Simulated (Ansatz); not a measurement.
The calculation's input:

```
crystal:
  lattice:
    - [3.432859782, 0.0, 0.0]
    - [-1.716429891, 2.9729437788, 0.0]
    - [0.0, 0.0, 3.1178950417]
  atoms:
    - { symbol: Gd, position: [0.0, 0.0, 0.0], spin: 7.62 }
    - { symbol: "N", position: [0.6666666667, 0.3333333333, 0.5] }
basis:
  ecutwfc: 500
  ecutrho_ratio: 4
kpoints:
  mp_grid: { grid: [12, 12, 12] }
hamiltonian:
  xc: r2scan
scf:
  occupations: { method: gaussian, width: 0.05 }
output:
  forces: true
  stress: true
  eigenvalues: true
  populations: true
  write_density: true
  write_potential: true
  elf: true
  volumetric_format: npy
magnetization:
  spin_polarized: true
relax:
  f_tol: 0.01
  max_steps: 40
  cell: { stress_tol: 0.1, fix: [volume] }
```

Command:

```sh
ansatz run input.yaml --threads 2 --pin off --max-ram 2662MiB --backend cpu --events-out ev --progress --plain --runs-dir out
```

Below, planes, directions and counts refer to the conventional cell (a = 3.43 Å, b = 3.43 Å, c = 3.12 Å, α = 90.00°, β = 90.00°, γ = 120.00°).

Space group P-6m2; started from the WC prototype, which need not be the ambient phase; changed on purpose from its base cell (volume × 1.040); computed pressure about −5 GPa in this cell; spin-polarised.

Method: DFT r2SCAN, scalar-relativistic, plane waves, PAW (Ansatz 0.2.0).

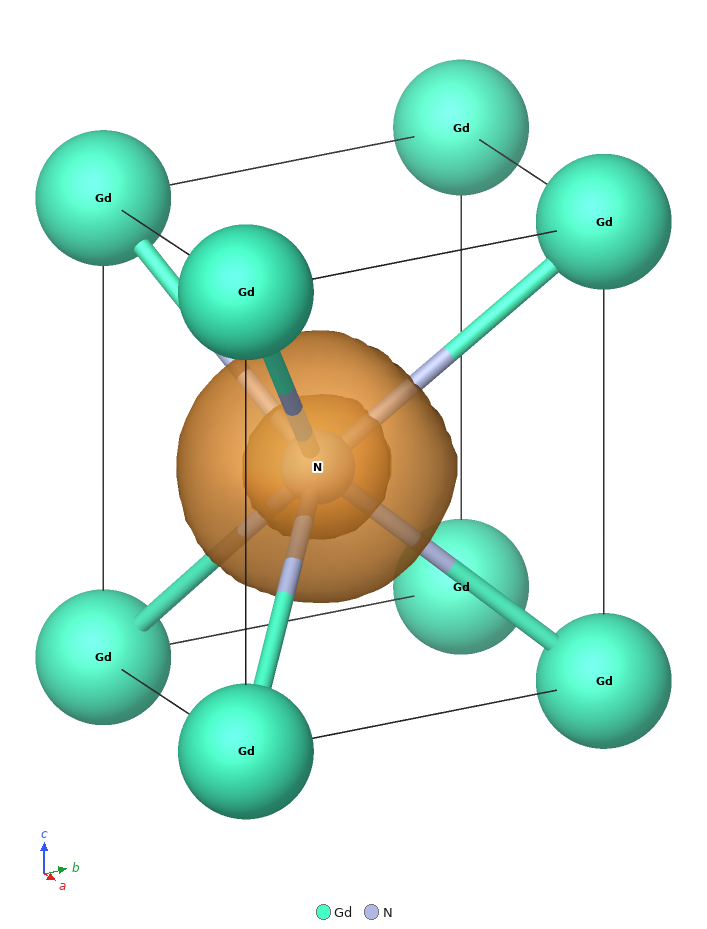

GdN. Isosurface of the ELF at 0.75 (orange), seen slightly off an axis. Core shells and regions of very low density are left out. Sticks mark near contacts.

Question: Where are the electrons localised?

Answer: The surface consists of one region wrapped around N (its valence shell), counted in one cell of 2 atoms. Any copies at cell faces, edges or corners count once. Along the contacts the grid gives the following. Gd–N (2.52 Å): the ELF peaks at about 0.85 in the valence shell of N, 0.7 Å from its nucleus, and drops to about 0.15 between the two atoms; no shared electron pair shows on this line.
